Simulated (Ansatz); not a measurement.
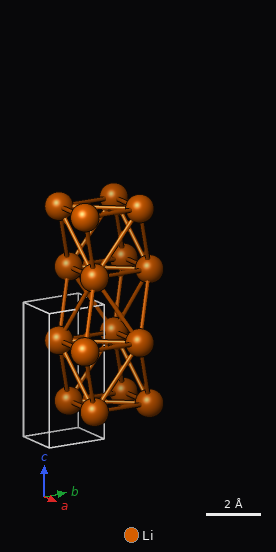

The starting point is a crystal of Li (set up in P6_3/mmc). Style: ball-and-stick. Shown: the cell of the calculation, repeated 2 × 2 × 2 with one cell outlined, slightly off an axis.

Method: DFT r2SCAN, scalar-relativistic, plane waves, PAW in Ansatz. (plane-wave cutoff 500 eV; occupations gaussian; smearing width 0.1 eV; no spin polarisation) The k-mesh is chosen for each cell (18×18×8, 12×12×6).

Change: Every lithium atom is replaced by rubidium, which gives Rb. Cell and atoms are relaxed again (to zero pressure within 0.1 GPa, forces under 0.01 eV/Å).

Input file:
```yaml
crystal:
  lattice:
    - [5.096756011, 0.0, 0.0]
    - [-2.5483780055, 4.4139201824, 0.0]
    - [0.0, 0.0, 8.3481008408]
  atoms:
    - { symbol: Rb, position: [0.3333333333, 0.6666666667, 0.25] }
    - { symbol: Rb, position: [0.6666666667, 0.3333333333, 0.75] }
basis:
  ecutwfc: 500
kpoints:
  mp_grid: { grid: [12, 12, 6] }
hamiltonian:
  xc: r2scan
scf:
  occupations: { method: gaussian, width: 0.1 }
output:
  forces: true
  stress: true
  eigenvalues: true
relax:
  adjacent_minimum: "off"
  f_tol: 0.01
  max_steps: 60
  cell: { stress_tol: 0.1 }
```

Run as
```bash
ansatz run input.yaml --threads 1 --pin off --max-ram 2560MiB --backend cpu --events-out ev --progress --plain --runs-dir out
```

Question: Predict the response.

Answer: The volume per atom goes from 20.97 to 93.90 Å³. Both are metals. The drawn cell changes as follows: a = b 3.087 → 5.097 Å (+65.1 %), c 5.080 → 8.348 Å (+64.3 %); the volume changes by +347.9 %. The space group stays P6_3/mmc (No. 194).

The changed structure in the same view:

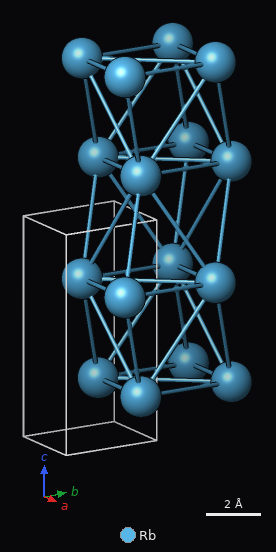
